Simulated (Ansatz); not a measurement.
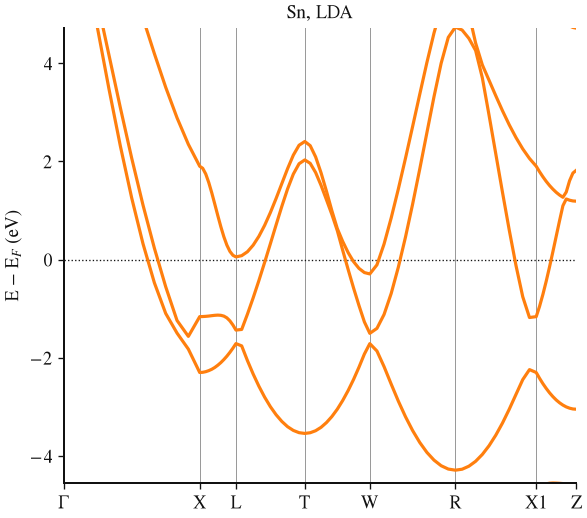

Band structure. Energies are counted from the Fermi level. The path runs straight from each named point to the next.

Input of the run:

```yaml
crystal:
  lattice:
    - [-1.726539, 1.775547, 2.338342]
    - [1.726539, -1.775547, 2.338342]
    - [1.726539, 1.775547, -2.338342]
  atoms:
    - { symbol: Sn, position: [0.0, 0.0, 0.0] }
kpoints:
  mp_grid: { grid: [11, 11, 11] }
  band_path:
    path:
      - [0.0, 0.0, 0.0]
      - [-0.3862939988, 0.3862939988, 0.3862939988]
      - [-0.2804352521, 0.2804352521, 0.4921527456]
      - [0.0, 0.0, 0.5]
      - [0.25, 0.25, 0.25]
      - [0.0, 0.5, 0.0]
      - [0.3862939988, 0.6137060012, -0.3862939988]
      - [0.5, 0.5, -0.5]
    npoints: 12
scf:
  occupations: { method: fermi_dirac, width: 0.05 }
hamiltonian:
  xc: lda
  pseudopotentials: { kind: all_electron, lapw: { basis_error: 0.001 } }
output:
  forces: true
  stress: true
  eigenvalues: true
```

System: Sn, space group Immm (No. 71), 1 atom in the primitive cell.

Level of theory: LDA, all-electron LAPW, no spin polarisation, no spin-orbit coupling, 11×11×11 k mesh, Fermi-Dirac smearing of 0.05 eV; code Ansatz.

### Does this material conduct, going by its bands?

A metal: 3 bands cross the Fermi level along this path.

Spin-orbit coupling is left out, which matters for Sn. The cell is at −5 GPa in this functional. This isn't the form of Sn at room conditions, which is tetragonal (white tin). Bands are joined in order of energy, so crossings between the computed points show as kinks or gaps. In reduced coordinates of the cell that was run, X is (−0.386, 0.386, 0.386), L is (−0.28, 0.28, 0.492), T is (0, 0, 0.5), W is (0.25, 0.25, 0.25), R is (0, 0.5, 0), X1 is (0.386, 0.614, −0.386) and Z is (0.5, 0.5, −0.5).
